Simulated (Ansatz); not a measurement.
Single-point calculation of MgO

The run: single-point calculation of MgO (Cmcm, 4 atoms in the cell). Method and program: DFT PBE, scalar-relativistic, plane waves, PAW, no spin polarisation (Ansatz 0.2.0).

The structure was made by swapping elements on the sites of another compound; it need not be a known phase. It belongs to a series of runs on one base structure; here: ZrSi type (Cmcm, No. 63). Figures and captions count atoms from 1; the log counts them from 0 in places.

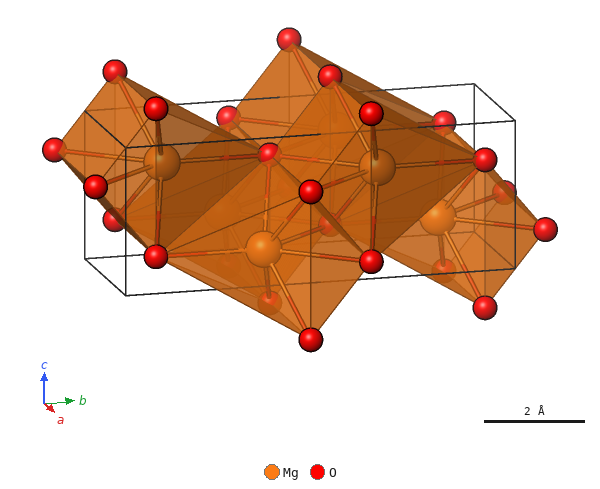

Fig. 1: The input geometry (polyhedral view of the cell 2 times as large as that of the calculation, set on its symmetry axes, seen slightly off an axis; polyhedra are completed across the faces of the cell).

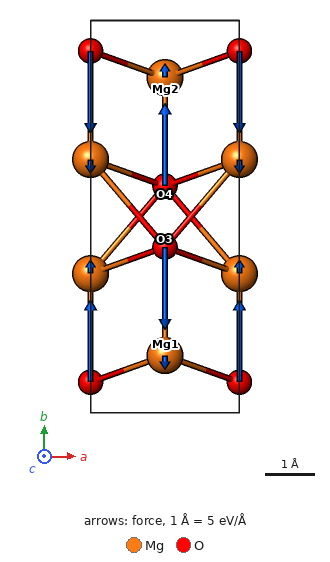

Fig. 2: Forces on the atoms as blue arrows (ball-and-stick view of the cell 2 times as large as that of the calculation, set on its symmetry axes, along the c axis; atoms are numbered from 1 in the order of the input). The largest act on O3, O4 (8.67 eV/Å). The geometry is not a stationary point of this energy.

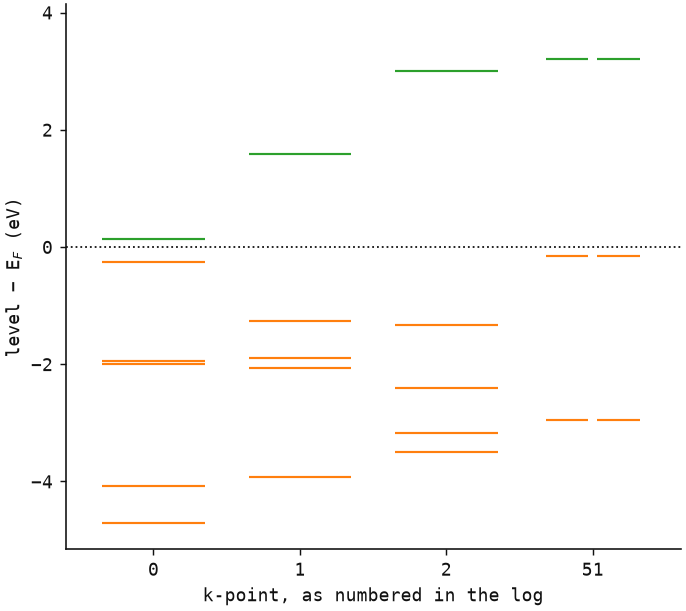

Fig. 3: Kohn–Sham levels near the Fermi level (dotted) at the few k-points that the log prints; levels within 0.02 eV of each other stand side by side. Among these points the highest filled and lowest empty levels are 0.30 eV apart, which is the gap on the mesh.

These pictures come from the run below.

**The input**
```yaml
crystal:
  lattice:
    - [1.5430066409, -4.0653551694, 0.0]
    - [1.5430066409, 4.0653551694, 0.0]
    - [0.0, 0.0, 3.0728952657]
  atoms:
    - { symbol: Mg, position: [0.3544, 0.6456, 0.75] }
    - { symbol: Mg, position: [0.6456, 0.3544, 0.25] }
    - { symbol: O, position: [0.0776, 0.9224, 0.75] }
    - { symbol: O, position: [0.9224, 0.0776, 0.25] }
basis:
  ecutwfc: 420
kpoints:
  mp_grid: { grid: [6, 6, 6] }
hamiltonian:
  xc: pbe
scf:
  occupations: { method: gaussian, width: 0.1 }
  lower_state_search: "off"
output:
  forces: true
  stress: true
  eigenvalues: true
```

Command:
```bash
ansatz run input.yaml --threads 1 --pin off --max-ram 2560MiB --backend cpu --events-out ev --progress --plain --runs-dir out
```

**Output**
```
Engine: ansatz 0.2.0, x86_64-unknown-linux-gnu
Pseudopotentials: kind: paw
Pseudopotential: Mg, paw, valence charge 10, recommended cutoff 420 eV (normal), Mg.paw.azcp
Pseudopotential: O, paw, valence charge 6, recommended cutoff 420 eV (normal), O.paw.azcp
Functional definition: PBE
  parameter kappa = 0.804
  parameter beta = 0.06672455060314922
  exchange = pbe_x(kappa = kappa, mu = beta*pi^2/3)
  correlation = pbe_c(beta = beta)
Crystal: 4 atoms, lattice volume = 38.552 Å³
Basis set: ecut = 420 eV, 771 PW (Γ), exchange–correlation on 60×60×48 points (8 copies of the dense FFT grid, shifted against one another)
Bands: 20, of which v1, the nominal top of the filled ones, is band 16 counted from 1 (15 counted from 0)
Symmetry: 8 space group operations
Space group: Cmcm (ITA 63), of the structure as read, at distance tolerance 3.4e-5 Å
k-points: 52 of 216
Non-local potential: Mg, projectors of the file, l = 0: 3, l = 1: 2, l = 2: 1
Non-local potential: O, projectors of the file, l = 0: 2, l = 1: 2, l = 2: 1
PAW form: soft (Blöchl's): semilocal exchange-correlation on the pseudo side does not see the compensation charge
PAW one-centre angular grid: Mg, 110 points (default); XC on 64 Gauss nodes
PAW one-centre angular grid: O, 110 points (default); XC on 64 Gauss nodes
Initial density: superposition of atomic densities (neutral atoms: chi_scale 0, normalization atom), corrected by the library's trained network
Initial wavefunctions: pseudopotential atomic-orbital guess
Functional: x = pbe(κ = 0.804, μ = 0.2195149727645171), c = pbe(β = 0.06672455060314922)
SCF iter   1: F=—  HF=-4982.470670 eV  |F-HF|=—  |Δ(HF+E_count)|=         —  Δρ=7.10e-3  dr2=9.41e-3  ethr=1.77e-3  ⟨swp⟩=5.2  Hψ=4702  notcnv=0
preconditioner: auto → none  [insulator: Δε(μ)=0.338 eV  Ē_g=13.222 eV  σ=0.100 eV  W_gap=0.98  n_scr=12 (ndim 8)  ℏωp=23.9 eV  f_vac=0.000  D(μ)=0.01/eV (n_scr^D=0)  ε∞_Penn≈4.3]
SCF iter   2: F=—  HF=-4982.469033 eV  |F-HF|=—  |Δ(HF+E_count)|=   1.64e-3  Δρ=2.74e-3  dr2=1.02e-3  ethr=2.94e-5  ⟨swp⟩=1.6  Hψ=1579  notcnv=0
SCF iter   3: F=—  HF=-4982.469124 eV  |F-HF|=—  |Δ(HF+E_count)|=   9.07e-5  Δρ=4.61e-4  dr2=4.19e-5  ethr=3.17e-6  ⟨swp⟩=2.1  Hψ=1346  notcnv=0
SCF iter   4: F=—  HF=-4982.469177 eV  |F-HF|=—  |Δ(HF+E_count)|=   5.27e-5  Δρ=7.45e-5  dr2=1.82e-6  ethr=1.31e-7  ⟨swp⟩=2.0  Hψ=1358  notcnv=0
iter 5 did not close the SCF: its close was put off for the readings that it lacked (scf_convergence_deferred on its scf_iter line)
SCF iter   5: F=-4982.469177 eV  HF=-4982.469177 eV  |F-HF|=3.01e-8  |Δ(HF+E_count)|=   7.32e-7  Δρ=1.89e-5  dr2=7.82e-8  ethr=5.69e-9  ⟨swp⟩=2.0  Hψ=1416  notcnv=0
SCF iter   6: F=-4982.469177 eV  HF=-4982.469177 eV  |F-HF|=9.65e-10  |Δ(HF+E_count)|=   5.36e-8  Δρ=3.45e-6  dr2=1.74e-9  ethr=2.44e-10  ⟨swp⟩=2.8  Hψ=3710  notcnv=0
SCF 1 converged in 6 iterations: F = -4982.469177 eV  dr2 = 1.74e-9
  greatest PAW one-centre occupation: 1.000 electrons in one spin orbital (limit 2), on the Mg atom at site 1 (counted from 0), in its partial waves of l = 0
SCF converged after 6 iterations
Free energy (F): -4982.469177 eV
Harris-Foulkes:  -4982.469177 eV  (|F-HF|=9.65e-10)
Internal energy: -4982.469094 eV  (E = F + TS)
E sigma→0 (E₀):  -4982.469136 eV
Entropy (-TS):   -0.000084 eV (-0.021 meV/atom)
Fermi energy:    10.521495 eV
--- Per-component energies (eV) ---
  E_band       = -590.394960
  E_kinetic    = 510.390094
  E_local      = -3201.305113  (includes V_loc(G=0)·N_el)
  E_nonlocal   = 286.516339
  E_hartree    = 1104.269293
  E_xc         = -210.093975
  E_vxc        = -269.271596  (∫ρ·V_xc dr)
  E_paw        = -899.500015  (= ΣΔE_a)
  E_vpaw       = -125.266984  (= ΣTr[D̂ρ^β])
  E_aug_tail   = 0.004751  (compensation charges beyond the density's cutoff)
  E_ewald      = -2572.750468
  E_smearing   = -0.000084  (= −TS)
  E_closure    = -0.000000  (closes the sum)
  Σ components = -4982.469177   (vs F -4982.469177, Δ=0.00e0)
--- Forces (eV/Å), atoms counted from 1 ---
  atom   1  Mg     0.00000000    -1.54114660     0.00000000
  atom   2  Mg     0.00000000     1.54114660     0.00000000
  atom   3  O      0.00000000    -8.67412424     0.00000000
  atom   4  O      0.00000000     8.67412424     0.00000000
  max |Σ_I F_I| component: 0.00e0 eV/Å
--- Stress (GPa, compression-positive) ---
      -26.804829       0.000000       0.000000
        0.000000      29.478167       0.000000
        0.000000       0.000000      51.382216
  P = ⅓ Tr σ = 18.0185 GPa (180.185 kbar)
--- Band table (eV; the first three rows and the last of 52) ---
  k-point 0: bands = ["-65.0247", "-65.0046", "-31.8445", "-31.7988", "-31.7513", "-31.7462", "-31.7389", "-31.7068", "-9.5765", "-5.9412", "4.4012", "5.8069", "6.4419", "8.5298", "8.5741", "10.2632", "10.6589", "16.1059", "17.5920", "18.7872"]
  k-point 1: bands = ["-65.0229", "-65.0055", "-31.8382", "-31.8041", "-31.7567", "-31.7556", "-31.7359", "-31.7082", "-9.3273", "-6.1295", "4.6564", "5.0086", "6.5973", "8.4588", "8.6253", "9.2546", "12.1138", "16.3616", "16.4535", "18.8524"]
  k-point 2: bands = ["-65.0183", "-65.0082", "-31.8231", "-31.8126", "-31.7781", "-31.7681", "-31.7285", "-31.7125", "-8.6332", "-6.7318", "4.3342", "5.0558", "7.0203", "7.3553", "8.1124", "9.1982", "13.5317", "15.2962", "17.2497", "19.2355"]
  k-point 51: bands = ["-65.0128", "-65.0128", "-31.8482", "-31.8482", "-31.7506", "-31.7506", "-31.7199", "-31.7199", "-7.5835", "-7.5835", "3.3914", "3.3914", "7.5725", "7.5725", "10.3638", "10.3638", "13.7233", "13.7233", "17.1845", "17.1845"]
```

**Summary**

```csv
quantity,value
outcome,converged
space group (tolerance 0.01 Å),Cmcm (63)
electrons treated,32
free energy,−4982.4692 eV
Fermi energy,10.521 eV
gap on the k-point mesh,0.30 eV
pressure,18.02 GPa
largest force (length of the vector),8.674 eV/Å
hardware,"1 thread of Intel Xeon @ 2.50GHz (Skylake/Cascade Lake), 192 GiB of memory available, shared host"
wall time,3 s
peak memory,0.37 GiB
```
